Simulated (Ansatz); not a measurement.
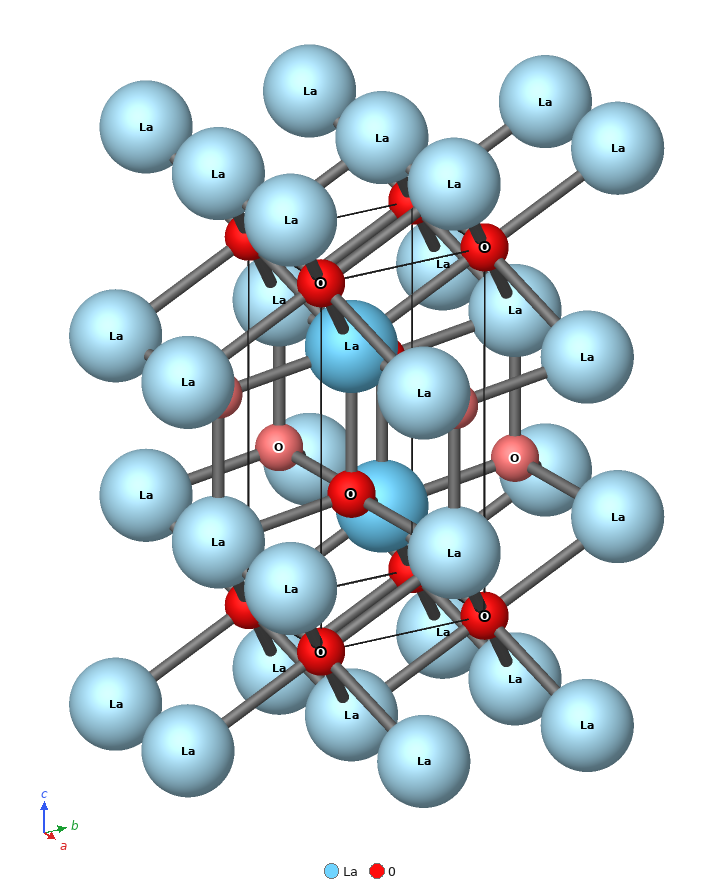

The crystal in a ball-and-stick representation, seen slightly off an axis. The simulation cell is outlined; an atom on or near a face, edge or corner is repeated at each equivalent position. The first bonded neighbours in the surrounding cells are also shown, in fainter colours.

Input for the calculation:
```yaml
crystal:
  lattice:
    - [3.9351015445, 0.0, 0.0]
    - [-1.9675507723, 3.407897904, 0.0]
    - [0.0, 0.0, 6.1262271529]
  atoms:
    - { symbol: La, position: [0.6666666667, 0.3333333333, 0.7538431649] }
    - { symbol: La, position: [0.3333333333, 0.6666666667, 0.2461568351] }
    - { symbol: O, position: [0.6666666667, 0.3333333333, 0.3538862904] }
    - { symbol: O, position: [0.3333333333, 0.6666666667, 0.6461137096] }
    - { symbol: O, position: [0.0, 0.0, 0.0] }
kpoints:
  mp_grid: { grid: [6, 6, 4] }
hamiltonian:
  xc: pbe
scf:
  occupations: { method: fixed }
dielectric: {}
```
Run as:
```sh
ansatz run input.yaml --threads 2 --pin off --max-ram 20275MiB --backend cpu --events-out ev --progress --plain --runs-dir out
```

Run with Ansatz, DFT, PBE, plane waves, PAW and these settings: wavefunction cutoff 420 eV, k-points on a 6×6×4 grid, no spin polarisation.

> Is it conducting or gapped at this level?

An insulator at this level, with a gap of 3.84 eV, indirect; the smallest direct gap is 3.97 eV.

> What is the clamped-ion dielectric constant?

ε∞ averages 4.8.

Source of the structure: a structure listed in the Materials Project. Earlier steps of the study may have refined or changed the cell and positions. It was run through Ansatz as a DFT input.
